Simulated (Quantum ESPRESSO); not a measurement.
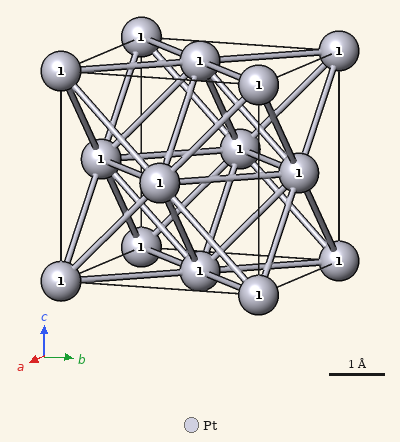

Figure 1. The input geometry (ball-and-stick view of the cell 4 times as large as that of the calculation, set on its symmetry axes, seen slightly off an axis; atoms are numbered from 1 in the order of the input). An atom can appear more than once, as a periodic image.

# Band-structure run of Pt (part 1 of 2)

- system: Pt (Fm-3m, 1 atom in the cell)
- method: Kohn-Sham DFT of a periodic cell, PBE, PseudoDojo 0.4.1 SR PBE standard, no spin polarisation (Quantum ESPRESSO 7.5)

The structure derives from an entry of the Crystallography Open Database.

What the program printed
```
This program is part of the open-source Quantum ESPRESSO suite
     for quantum simulation of materials; please cite
         "P. Giannozzi et al., J. Phys.:Condens. Matter 21 395502 (2009);
         "P. Giannozzi et al., J. Phys.:Condens. Matter 29 465901 (2017);
         "P. Giannozzi et al., J. Chem. Phys. 152 154105 (2020);
          URL
     in publications or presentations arising from this work. More details at

     Message from routine setup:
     using ibrav=0 with symmetry is DISCOURAGED, use correct ibrav instead

     G-vector sticks info
     --------------------
     sticks:   dense  smooth     PW     G-vecs:    dense   smooth      PW
     Sum         649     649    199                10657    10657    1837

     Using Slab Decomposition

     bravais-lattice index     =            0
     lattice parameter (alat)  =       5.2405  a.u.
     unit-cell volume          =     101.7637 (a.u.)^3
     number of atoms/cell      =            1
     number of atomic types    =            1
     number of electrons       =        18.00
     number of Kohn-Sham states=           15
     kinetic-energy cutoff     =      84.0000  Ry
     charge density cutoff     =     336.0000  Ry
     scf convergence threshold =      2.0E-10
     mixing beta               =       0.5000
     number of iterations used =            8  plain     mixing
     Exchange-correlation= PBE
                           (   1   4   3   4   0   0   0)

     celldm(1)=   5.240459  celldm(2)=   0.000000  celldm(3)=   0.000000
     celldm(4)=   0.000000  celldm(5)=   0.000000  celldm(6)=   0.000000

     crystal axes: (cart. coord. in units of alat)
               a(1) = (   0.000000   0.707107   0.707107 )
               a(2) = (   0.707107   0.000000   0.707107 )
               a(3) = (   0.707107   0.707107   0.000000 )

     reciprocal axes: (cart. coord. in units 2 pi/alat)
               b(1) = ( -0.707107  0.707107  0.707107 )
               b(2) = (  0.707107 -0.707107  0.707107 )
               b(3) = (  0.707107  0.707107 -0.707107 )

     PseudoPot. # 1 for Pt read from file:
     Pt.upf
     Pseudo is Norm-conserving + core correction, Zval = 18.0
     Generated using ONCVPSP code by D. R. Hamann
     Using radial grid of 1374 points,  8 beta functions with:
                l(1) =   0
                l(2) =   0
                l(3) =   1
                l(4) =   1
                l(5) =   2
                l(6) =   2
                l(7) =   3
                l(8) =   3

     atomic species   valence    mass     pseudopotential
     Pt               18.00   195.08400     Pt( 1.00)

     48 Sym. Ops., with inversion, found

   Cartesian axes

     site n.     atom                  positions (alat units)
         1        Pt     tau(   1) = (   0.0000000   0.0000000   0.0000000  )

     number of k points=    72  Fermi-Dirac smearing, width (Ry)=  0.0037
                       cart. coord. in units 2pi/alat
        k(    1) = (   0.0000000   0.0000000   0.0000000), wk =   0.0011574
        k(    2) = (   0.0589256   0.0589256  -0.0589256), wk =   0.0092593
        k(    3) = (   0.1178511   0.1178511  -0.1178511), wk =   0.0092593
        k(    4) = (   0.1767767   0.1767767  -0.1767767), wk =   0.0092593
        k(    5) = (   0.2357023   0.2357023  -0.2357023), wk =   0.0092593
        k(    6) = (   0.2946278   0.2946278  -0.2946278), wk =   0.0092593
        k(    7) = (  -0.3535534  -0.3535534   0.3535534), wk =   0.0046296
        k(    8) = (   0.1178511   0.0000000  -0.0000000), wk =   0.0069444
        k(    9) = (   0.1767767   0.0589256  -0.0589256), wk =   0.0277778
        k(   10) = (   0.2357023   0.1178511  -0.1178511), wk =   0.0277778
        k(   11) = (   0.2946278   0.1767767  -0.1767767), wk =   0.0277778
        k(   12) = (   0.3535534   0.2357023  -0.2357023), wk =   0.0277778
        k(   13) = (  -0.2946278  -0.4124790   0.4124790), wk =   0.0277778
        k(   14) = (  -0.2357023  -0.3535534   0.3535534), wk =   0.0277778
        k(   15) = (  -0.1767767  -0.2946278   0.2946278), wk =   0.0277778
        k(   16) = (  -0.1178511  -0.2357023   0.2357023), wk =   0.0277778
        k(   17) = (  -0.0589256  -0.1767767   0.1767767), wk =   0.0277778
        k(   18) = (  -0.0000000  -0.1178511   0.1178511), wk =   0.0138889
        k(   19) = (   0.2357023   0.0000000  -0.0000000), wk =   0.0069444
        k(   20) = (   0.2946278   0.0589256  -0.0589256), wk =   0.0277778
        k(   21) = (   0.3535534   0.1178511  -0.1178511), wk =   0.0277778
        k(   22) = (   0.4124790   0.1767767  -0.1767767), wk =   0.0277778
        k(   23) = (  -0.2357023  -0.4714045   0.4714045), wk =   0.0277778
        k(   24) = (  -0.1767767  -0.4124790   0.4124790), wk =   0.0277778
        k(   25) = (  -0.1178511  -0.3535534   0.3535534), wk =   0.0277778
        k(   26) = (  -0.0589256  -0.2946278   0.2946278), wk =   0.0277778
        k(   27) = (   0.0000000  -0.2357023   0.2357023), wk =   0.0138889
        k(   28) = (   0.3535534   0.0000000   0.0000000), wk =   0.0069444
        k(   29) = (   0.4124790   0.0589256  -0.0589256), wk =   0.0277778
        k(   30) = (   0.4714045   0.1178511  -0.1178511), wk =   0.0277778
        k(   31) = (  -0.1767767  -0.5303301   0.5303301), wk =   0.0277778
        k(   32) = (  -0.1178511  -0.4714045   0.4714045), wk =   0.0277778
        k(   33) = (  -0.0589256  -0.4124790   0.4124790), wk =   0.0277778
        k(   34) = (   0.0000000  -0.3535534   0.3535534), wk =   0.0138889
        k(   35) = (   0.4714045   0.0000000  -0.0000000), wk =   0.0069444
        k(   36) = (   0.5303301   0.0589256  -0.0589256), wk =   0.0277778
        k(   37) = (  -0.1178511  -0.5892557   0.5892557), wk =   0.0277778
        k(   38) = (  -0.0589256  -0.5303301   0.5303301), wk =   0.0277778
        k(   39) = (  -0.0000000  -0.4714045   0.4714045), wk =   0.0138889
        k(   40) = (   0.5892557   0.0000000  -0.0000000), wk =   0.0069444
        k(   41) = (  -0.0589256  -0.6481812   0.6481812), wk =   0.0277778
        k(   42) = (   0.0000000  -0.5892557   0.5892557), wk =   0.0138889
        k(   43) = (  -0.7071068   0.0000000   0.0000000), wk =   0.0034722
        k(   44) = (   0.2357023   0.1178511   0.0000000), wk =   0.0277778
        k(   45) = (   0.2946278   0.1767767  -0.0589256), wk =   0.0555556
        k(   46) = (   0.3535534   0.2357023  -0.1178511), wk =   0.0555556
        k(   47) = (  -0.2946278  -0.4124790   0.5303301), wk =   0.0555556
        k(   48) = (  -0.2357023  -0.3535534   0.4714045), wk =   0.0277778
        k(   49) = (   0.3535534   0.1178511   0.0000000), wk =   0.0277778
        k(   50) = (   0.4124790   0.1767767  -0.0589256), wk =   0.0555556
        k(   51) = (  -0.2357023  -0.4714045   0.5892557), wk =   0.0555556
        k(   52) = (  -0.1767767  -0.4124790   0.5303301), wk =   0.0555556
        k(   53) = (  -0.1178511  -0.3535534   0.4714045), wk =   0.0555556
        k(   54) = (  -0.0589256  -0.2946278   0.4124790), wk =   0.0555556
        k(   55) = (   0.0000000  -0.2357023   0.3535534), wk =   0.0277778
        k(   56) = (   0.4714045   0.1178511  -0.0000000), wk =   0.0277778
        k(   57) = (  -0.1767767  -0.5303301   0.6481812), wk =   0.0555556
        k(   58) = (  -0.1178511  -0.4714045   0.5892557), wk =   0.0555556
        k(   59) = (  -0.0589256  -0.4124790   0.5303301), wk =   0.0555556
        k(   60) = (  -0.0000000  -0.3535534   0.4714045), wk =   0.0277778
        k(   61) = (  -0.1178511  -0.5892557   0.7071068), wk =   0.0277778
        k(   62) = (  -0.0589256  -0.5303301   0.6481812), wk =   0.0555556
        k(   63) = (  -0.0000000  -0.4714045   0.5892557), wk =   0.0277778
        k(   64) = (  -0.7071068   0.1178511  -0.0000000), wk =   0.0138889
        k(   65) = (  -0.2357023  -0.4714045   0.7071068), wk =   0.0277778
        k(   66) = (  -0.1767767  -0.4124790   0.6481812), wk =   0.0555556
        k(   67) = (  -0.1178511  -0.3535534   0.5892557), wk =   0.0277778
        k(   68) = (  -0.1178511  -0.4714045   0.7071068), wk =   0.0277778
        k(   69) = (  -0.0589256  -0.4124790   0.6481812), wk =   0.0555556
        k(   70) = (   0.0000000  -0.3535534   0.5892557), wk =   0.0277778
        k(   71) = (  -0.7071068   0.2357023   0.0000000), wk =   0.0138889
        k(   72) = (  -0.7071068   0.3535534   0.0000000), wk =   0.0069444

     Dense  grid:    10657 G-vectors     FFT dimensions: (  32,  32,  32)

     Initial potential from superposition of free atoms

     starting charge      17.9998, renormalised to      18.0000
     Starting wfcs are   10 randomized atomic wfcs +    5 random wfcs

     Self-consistent Calculation

     iteration #  1     ecut=    84.00 Ry     beta= 0.50
     Davidson diagonalization with overlap
     ethr =  1.00E-02,  avg # of iterations =  4.5

     Threshold (ethr) on eigenvalues was too large:
     Diagonalizing with lowered threshold

     Davidson diagonalization with overlap
     ethr =  4.29E-04,  avg # of iterations =  1.3

     total energy              =    -261.16773319 Ry
     estimated scf accuracy    <       0.07650292 Ry

     iteration #  2     ecut=    84.00 Ry     beta= 0.50
     Davidson diagonalization with overlap
     ethr =  4.25E-04,  avg # of iterations =  2.0

     total energy              =    -261.18406727 Ry
     estimated scf accuracy    <       0.00255280 Ry

     iteration #  3     ecut=    84.00 Ry     beta= 0.50
     Davidson diagonalization with overlap
     ethr =  1.42E-05,  avg # of iterations =  2.7

     total energy              =    -261.18434987 Ry
     estimated scf accuracy    <       0.00041355 Ry

     iteration #  4     ecut=    84.00 Ry     beta= 0.50
     Davidson diagonalization with overlap
     ethr =  2.30E-06,  avg # of iterations =  2.3

     total energy              =    -261.18437642 Ry
     estimated scf accuracy    <       0.00000469 Ry

     iteration #  5     ecut=    84.00 Ry     beta= 0.50
     Davidson diagonalization with overlap
     ethr =  2.61E-08,  avg # of iterations =  2.0

     total energy              =    -261.18437787 Ry
     estimated scf accuracy    <       0.00000051 Ry

     iteration #  6     ecut=    84.00 Ry     beta= 0.50
     Davidson diagonalization with overlap
     ethr =  2.82E-09,  avg # of iterations =  1.2

     total energy              =    -261.18437789 Ry
     estimated scf accuracy    <       0.00000001 Ry

     iteration #  7     ecut=    84.00 Ry     beta= 0.50
     Davidson diagonalization with overlap
     ethr =  7.08E-11,  avg # of iterations =  2.1

     total energy              =    -261.18437790 Ry
     estimated scf accuracy    <          5.5E-09 Ry

     iteration #  8     ecut=    84.00 Ry     beta= 0.50
     Davidson diagonalization with overlap
     ethr =  3.06E-11,  avg # of iterations =  2.0

     End of self-consistent calculation

          k = 0.0000 0.0000 0.0000 (  1363 PWs)   bands (ev):

   -75.0503 -28.9663 -28.9663 -28.9663  13.3444  19.7923  19.7923  19.7923
    21.9561  21.9561  38.1975  43.1420  43.1420  43.1420  48.4726

          k = 0.0589 0.0589-0.0589 (  1327 PWs)   bands (ev):

   -75.0481 -28.9986 -28.9709 -28.9709  13.6230  19.6715  19.9004  19.9004
    21.8979  21.8979  38.6209  41.8234  43.5649  43.5649  49.8348

          k = 0.1179 0.1179-0.1179 (  1330 PWs)   bands (ev):

   -75.0420 -29.0865 -28.9836 -28.9836  14.3950  19.4299  20.1205  20.1205
    21.8509  21.8509  39.4607  39.6172  44.7411  44.7411  48.4560

          k = 0.1768 0.1768-0.1768 (  1332 PWs)   bands (ev):

   -75.0338 -29.2052 -29.0008 -29.0008  15.3957  19.4394  20.1665  20.1665
    22.1334  22.1334  36.8746  39.9267  46.1633  46.1633  47.0393

          k = 0.2357 0.2357-0.2357 (  1326 PWs)   bands (ev):

   -75.0255 -29.3224 -29.0180 -29.0180  16.0710  19.9892  19.9892  20.2917
    22.7622  22.7622  33.8996  38.9700  44.9152  44.9152  48.5527

          k = 0.2946 0.2946-0.2946 (  1326 PWs)   bands (ev):

   -75.0195 -29.4073 -29.0306 -29.0306  16.2385  19.8014  19.8014  21.9751
    23.3771  23.3771  30.9505  38.0791  43.1850  43.1850  50.9572

          k =-0.3536-0.3536 0.3536 (  1350 PWs)   bands (ev):

   -75.0173 -29.4382 -29.0352 -29.0352  16.2450  19.7276  19.7276  23.0874
    23.6324  23.6324  29.4239  37.7681  42.5382  42.5382  51.7900

          k = 0.1179 0.0000-0.0000 (  1331 PWs)   bands (ev):

   -75.0473 -28.9977 -28.9783 -28.9783  13.7168  19.5498  19.9854  19.9854
    21.6868  22.0545  38.7753  42.2439  43.1964  43.1964  50.5849

          k = 0.1768 0.0589-0.0589 (  1329 PWs)   bands (ev):

   -75.0426 -29.0631 -28.9933 -28.9871  14.3311  19.2839  20.2109  20.2263
    21.4604  22.1422  39.6216  40.4798  43.5020  44.1735  49.3644

          k = 0.2357 0.1179-0.1179 (  1338 PWs)   bands (ev):

   -75.0351 -29.1694 -29.0120 -29.0019  15.2965  19.1116  20.2297  20.3710
    21.6675  22.3999  37.9898  40.3332  43.9739  45.1391  47.6709

          k = 0.2946 0.1768-0.1768 (  1330 PWs)   bands (ev):

   -75.0268 -29.2844 -29.0292 -29.0216  16.1439  19.5019  19.9448  20.2665
    22.4977  22.9392  35.0448  39.6438  43.5006  45.0355  48.8192

          k = 0.3536 0.2357-0.2357 (  1320 PWs)   bands (ev):

   -75.0200 -29.3776 -29.0410 -29.0403  16.4400  19.6737  20.0653  20.6911
    23.4741  23.6734  31.9017  38.6627  42.4705  43.4981  50.0265

          k =-0.2946-0.4125 0.4125 (  1329 PWs)   bands (ev):

   -75.0165 -29.4249 -29.0547 -29.0426  16.4657  19.5502  19.9266  21.7533
    23.6486  24.8975  29.5535  38.1808  42.0719  42.1648  51.2736

          k =-0.2357-0.3536 0.3536 (  1325 PWs)   bands (ev):

   -75.0173 -29.4147 -29.0590 -29.0352  16.4723  19.6026  19.9246  21.6095
    23.3083  24.7349  30.1705  38.2740  41.6393  43.0487  50.4848

          k =-0.1768-0.2946 0.2946 (  1322 PWs)   bands (ev):

   -75.0220 -29.3496 -29.0525 -29.0203  16.4078  19.7903  20.0687  20.3723
    22.5989  23.8302  32.9602  38.9222  42.2640  45.0590  48.0344

          k =-0.1179-0.2357 0.2357 (  1327 PWs)   bands (ev):

   -75.0296 -29.2465 -29.0366 -29.0017  15.9258  19.3352  20.0887  20.2889
    21.8398  22.9853  36.0629  39.9142  43.4825  45.6755  47.8474

          k =-0.0589-0.1768 0.1768 (  1332 PWs)   bands (ev):

   -75.0378 -29.1331 -29.0148 -28.9845  14.9561  19.2068  20.2235  20.3223
    21.4642  22.3375  38.7413  40.1345  43.5947  46.1738  46.4685

          k =-0.0000-0.1179 0.1179 (  1327 PWs)   bands (ev):

   -75.0446 -29.0420 -28.9908 -28.9732  14.0708  19.4581  20.0572  20.1005
    21.6328  22.0386  39.2537  40.7634  43.2084  44.6941  49.2782

          k = 0.2357 0.0000-0.0000 (  1319 PWs)   bands (ev):

   -75.0393 -29.0825 -29.0111 -29.0111  14.7585  18.9392  20.5527  20.5527
    21.0376  22.3307  40.3412  41.3166  42.7401  42.7401  49.6811

          k = 0.2946 0.0589-0.0589 (  1325 PWs)   bands (ev):

   -75.0331 -29.1590 -29.0321 -29.0290  15.5753  18.6245  20.3882  20.8581
    21.3891  22.5794  39.4653  41.2083  42.1757  43.1094  47.3369

          k = 0.3536 0.1179-0.1179 (  1319 PWs)   bands (ev):

   -75.0255 -29.2559 -29.0517 -29.0506  16.4774  18.6006  19.8965  20.8770
    22.5208  23.0689  36.4201  40.6125  41.5034  43.4613  47.8999

          k = 0.4125 0.1768-0.1768 (  1322 PWs)   bands (ev):

   -75.0188 -29.3409 -29.0794 -29.0618  16.9203  19.1238  19.6592  20.6942
    23.5668  24.1182  33.0287  39.5140  40.9129  42.7532  50.0639

          k =-0.2357-0.4714 0.4714 (  1324 PWs)   bands (ev):

   -75.0145 -29.3914 -29.1050 -29.0627  17.0055  19.1368  20.3840  20.5031
    23.6942  26.0523  30.0425  38.7592  40.9902  41.3914  50.7297

          k =-0.1768-0.4125 0.4125 (  1317 PWs)   bands (ev):

   -75.0140 -29.3955 -29.1206 -29.0530  17.0639  19.1505  20.4134  20.6982
    23.2948  26.6113  29.6109  38.3794  40.4745  42.1071  50.3071

          k =-0.1179-0.3536 0.3536 (  1323 PWs)   bands (ev):

   -75.0173 -29.3541 -29.1201 -29.0354  17.1110  19.3453  20.0155  20.4728
    22.5172  25.3255  32.2697  38.4578  40.4808  44.1997  47.7402

          k =-0.0589-0.2946 0.2946 (  1328 PWs)   bands (ev):

   -75.0235 -29.2811 -29.1004 -29.0144  16.8287  19.0455  19.7681  20.6829
    21.6382  24.1865  35.2991  39.0492  41.4116  45.1455  46.8423

          k = 0.0000-0.2357 0.2357 (  1341 PWs)   bands (ev):

   -75.0310 -29.2002 -29.0619 -28.9958  15.9058  18.9312  20.0967  20.7985
    21.0969  23.1407  37.6575  40.0341  43.2887  43.3021  48.0922

          k = 0.3536 0.0000 0.0000 (  1331 PWs)   bands (ev):

   -75.0283 -29.1957 -29.0558 -29.0558  16.1067  18.2013  20.5745  21.4495
    21.4495  22.7271  40.7149  40.7149  41.0474  42.4841  44.5941

          k = 0.4125 0.0589-0.0589 (  1317 PWs)   bands (ev):
```
